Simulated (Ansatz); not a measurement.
**Run report: AlN, single-point calculation**

- system: AlN (P6₃mc, 4 atoms in the cell)
- method: DFT PBEsol, scalar-relativistic, plane waves, PAW, no spin polarisation (Ansatz 0.2.0)

The structure derives from an entry of the Crystallography Open Database. Figures and captions count atoms from 1; the log counts them from 0 in places.

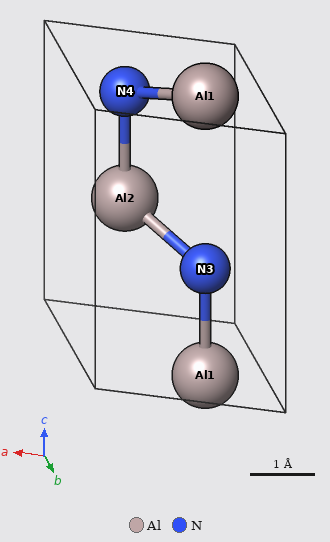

The input geometry (ball-and-stick view of the cell of the calculation, seen at an oblique angle; atoms are numbered from 1 in the order of the input).

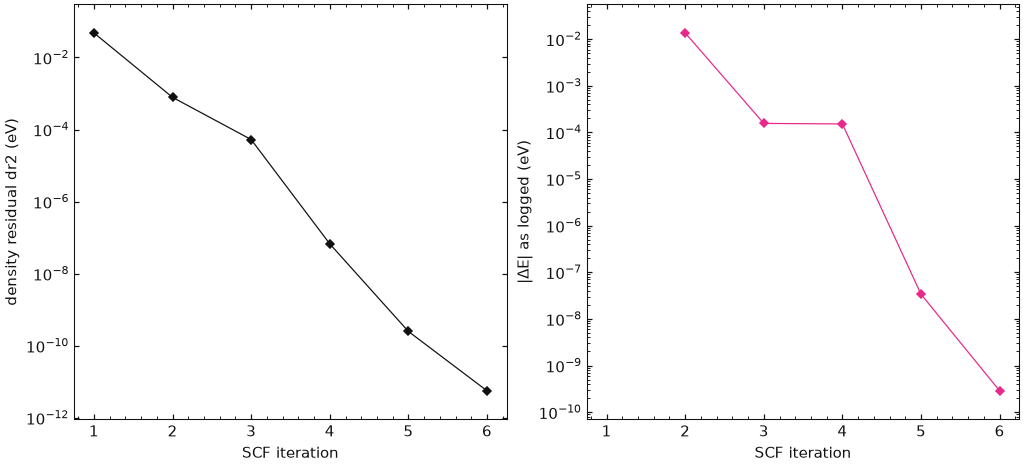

Convergence of the self-consistent field: density residual dr2 and size of the energy change against the SCF iteration. The residual falls at every step.

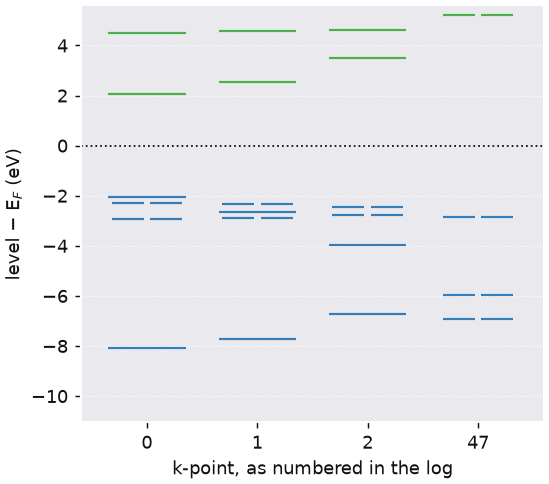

Kohn–Sham levels near the Fermi level (dotted) at the few k-points that the log prints; levels within 0.02 eV of each other stand side by side. Among these points the highest filled and lowest empty levels are 4.09 eV apart, which is the gap on the mesh.

The input and output of the run follow.

**The input**
```yaml
crystal:
  lattice:
    - [3.1138126617, 0.0, 0.0]
    - [-1.5569063308, 2.6966408677, 0.0]
    - [0.0, 0.0, 4.9833864624]
  atoms:
    - { symbol: Al, position: [0.3333333333, 0.6666666667, -0.0009968572] }
    - { symbol: Al, position: [0.6666666667, 0.3333333333, 0.4990031428] }
    - { symbol: "N", position: [0.3333333333, 0.6666666667, 0.3809968572] }
    - { symbol: "N", position: [0.6666666667, 0.3333333333, 0.8809968572] }
basis:
  ecutwfc: 420
kpoints:
  mp_grid: { grid: [9, 9, 6] }
  band_path: { path: [VBM, CBM], npoints: 2 }
hamiltonian:
  xc: pbesol
scf:
  occupations: { method: gaussian, width: 0.02 }
output:
  forces: true
  stress: true
  eigenvalues: true
```

Run as:
```bash
ansatz run input.yaml --threads 4 --pin off --max-ram 10240MiB --backend cpu --events-out ev --progress --plain --runs-dir out
```

**Output**
```
Engine: ansatz 0.2.0, x86_64-unknown-linux-gnu
Pseudopotentials: kind: paw
Pseudopotential: Al, paw, valence charge 3, recommended cutoff 420 eV (normal), Al.paw.azcp
Pseudopotential: N, paw, valence charge 5, recommended cutoff 420 eV (normal), N.paw.azcp
Functional definition: PBEsol
  exchange = pbesol_x
  correlation = pbesol_c
Crystal: 4 atoms, lattice volume = 41.845 Å³
Basis set: ecut = 420 eV, 809 PW (Γ), exchange–correlation on 48×48×72 points (8 copies of the dense FFT grid, shifted against one another)
Bands: 12, of which v1, the nominal top of the filled ones, is band 8 counted from 1 (7 counted from 0)
Symmetry: 12 space group operations
Space group: P63mc (ITA 186), of the structure as read, at distance tolerance 3.5e-5 Å
k-points: 48 of 486 (time reversal used)
Non-local potential: Al, projectors of the file, l = 0: 2, l = 1: 2, l = 2: 1
Non-local potential: N, projectors of the file, l = 0: 2, l = 1: 2, l = 2: 1
PAW form: soft (Blöchl's): semilocal exchange-correlation on the pseudo side does not see the compensation charge
PAW frozen core: Al, regenerated for the run's functional, and the local potential with it (the file was generated under x = pbe(κ = 0.804, μ = 0.2195149727645171), c = pbe(β = 0.06672455060314922))
PAW frozen core: N, regenerated for the run's functional, and the local potential with it (the file was generated under x = pbe(κ = 0.804, μ = 0.2195149727645171), c = pbe(β = 0.06672455060314922))
PAW one-centre angular grid: Al, 110 points (default); XC on 64 Gauss nodes
PAW one-centre angular grid: N, 110 points (default); XC on 64 Gauss nodes
Initial density: superposition of atomic densities (neutral atoms: chi_scale 0, normalization atom), corrected by the library's trained network
Initial wavefunctions: pseudopotential atomic-orbital guess
Functional: x = pbesol(κ = 0.804, μ = 0.12345679012345678), c = pbesol(β = 0.046)
SCF iter   1: F=—  HF=-1811.930610 eV  |F-HF|=—  |Δ(HF+E_count)|=         —  Δρ=1.04e-2  dr2=4.80e-2  ethr=1.77e-3  ⟨swp⟩=6.2  Hψ=3943  notcnv=0
preconditioner: auto → none  [insulator: Δε(μ)=4.015 eV  Ē_g=12.944 eV  σ=0.020 eV  W_gap=1.00  n_scr=2 (ndim 8)  ℏωp=23.0 eV  f_vac=0.000  D(μ)=0.00/eV (n_scr^D=0)  ε∞_Penn≈4.1]
SCF iter   2: F=—  HF=-1811.916974 eV  |F-HF|=—  |Δ(HF+E_count)|=   1.36e-2  Δρ=1.32e-3  dr2=7.82e-4  ethr=3.00e-4  ⟨swp⟩=3.0  Hψ=1448  notcnv=0
SCF iter   3: F=—  HF=-1811.916818 eV  |F-HF|=—  |Δ(HF+E_count)|=   1.56e-4  Δρ=4.83e-4  dr2=5.27e-5  ethr=4.89e-6  ⟨swp⟩=2.1  Hψ=912  notcnv=0
SCF iter   4: F=—  HF=-1811.916667 eV  |F-HF|=—  |Δ(HF+E_count)|=   1.52e-4  Δρ=2.04e-5  dr2=6.70e-8  ethr=6.25e-10  ⟨swp⟩=4.9  Hψ=3251  notcnv=0
iter 5 did not close the SCF: its close was put off for the readings that it lacked (scf_convergence_deferred on its scf_iter line)
SCF iter   5: F=-1811.916667 eV  HF=-1811.916667 eV  |F-HF|=2.67e-10  |Δ(HF+E_count)|=   3.38e-8  Δρ=1.37e-6  dr2=2.49e-10  ethr=4.19e-10  ⟨swp⟩=2.3  Hψ=925  notcnv=0
SCF iter   6: F=-1811.916667 eV  HF=-1811.916667 eV  |F-HF|=1.36e-12  |Δ(HF+E_count)|=  2.87e-10  Δρ=1.64e-7  dr2=5.60e-12  ethr=1.56e-12  ⟨swp⟩=1.0  Hψ=1729  notcnv=0
SCF 1 converged in 6 iterations: F = -1811.916667 eV  dr2 = 5.60e-12
  greatest PAW one-centre occupation: 0.785 electrons in one spin orbital (limit 2), on the N atom at site 3 (counted from 0), in its partial waves of l = 0
NSCF: frozen V_eff on 28 k-points
NSCF: frozen V_eff on 28 k-points
NSCF: frozen V_eff on 28 k-points
NSCF: frozen V_eff on 28 k-points
NSCF: frozen V_eff on 2 k-points
NSCF: frozen V_eff on 3 k-points
NSCF: frozen V_eff on 3 k-points
NSCF: frozen V_eff on 3 k-points
NSCF: frozen V_eff on 3 k-points
NSCF: frozen V_eff on 3 k-points
NSCF: frozen V_eff on 3 k-points
SCF converged after 6 iterations
Free energy (F): -1811.916667 eV
Harris-Foulkes:  -1811.916667 eV  (|F-HF|=1.36e-12)
Internal energy: -1811.916667 eV  (E = F + TS)
E sigma→0 (E₀):  -1811.916667 eV
Fermi energy:    9.088593 eV
--- Per-component energies (eV) ---
  E_band       = 28.524951
  E_kinetic    = 317.500026
  E_local      = -446.170260  (includes V_loc(G=0)·N_el)
  E_nonlocal   = 111.268437
  E_hartree    = 153.721949
  E_xc         = -201.379504
  E_vxc        = -214.927569  (∫ρ·V_xc dr)
  E_paw        = -1155.479496  (= ΣΔE_a)
  E_vpaw       = -46.589765  (= ΣTr[D̂ρ^β])
  E_aug_tail   = 0.000188  (compensation charges beyond the density's cutoff)
  E_ewald      = -591.472482
  E_core_change = 0.094476  (= ΣΔE_core)
  E_smearing   = -0.000000  (= −TS)
  E_closure    = 0.000000  (closes the sum)
  Σ components = -1811.916667   (vs F -1811.916667, Δ=0.00e0)
--- Forces (eV/Å), atoms counted from 1 ---
  atom   1  Al    -0.00000000     0.00000000     0.00002838
  atom   2  Al     0.00000000    -0.00000000     0.00002838
  atom   3  N     -0.00000000     0.00000000    -0.00002796
  atom   4  N      0.00000000    -0.00000000    -0.00002796
  max |Σ_I F_I| component: 8.58e-7 eV/Å
--- Stress (GPa, compression-positive) ---
        0.003930      -0.000000      -0.000000
       -0.000000       0.003930       0.000000
       -0.000000       0.000000       0.009338
  P = ⅓ Tr σ = 0.0057 GPa (0.057 kbar)
--- Band table (eV; the first three rows and the last of 48) ---
  k-point 0: bands = ["-8.1120", "-5.9365", "0.9964", "6.1626", "6.1626", "6.8170", "6.8170", "7.0414", "11.1358", "13.5806", "17.5269", "18.0548"]
  k-point 1: bands = ["-8.0047", "-6.1482", "1.3718", "6.2041", "6.2041", "6.4296", "6.7705", "6.7705", "11.6356", "13.6481", "17.3514", "18.0230"]
  k-point 2: bands = ["-7.6938", "-6.6499", "2.3540", "5.1282", "6.3189", "6.3189", "6.6459", "6.6459", "12.5906", "13.7115", "17.0709", "18.0568"]
  k-point 47: bands = ["-5.5354", "-5.5354", "2.1657", "2.1657", "3.1283", "3.1283", "6.2402", "6.2402", "14.3204", "14.3204", "14.7379", "14.7379"]
```

**Key numbers**

```tsv
quantity	value
outcome	converged
space group (tolerance 0.01 Å)	P6₃mc (186)
electrons treated	16
free energy	−1811.9167 eV
Fermi energy	9.089 eV
gap on the k-point mesh	4.09 eV
gap on the band path	4.09 eV
pressure	0.01 GPa
largest force (length of the vector)	under 0.001 eV/Å
hardware	4 threads of Intel Xeon @ 2.50GHz (Skylake/Cascade Lake), 192 GiB of memory available, shared host
wall time	2.5 s (CPU time 8.2 s)
peak memory	0.39 GiB
```
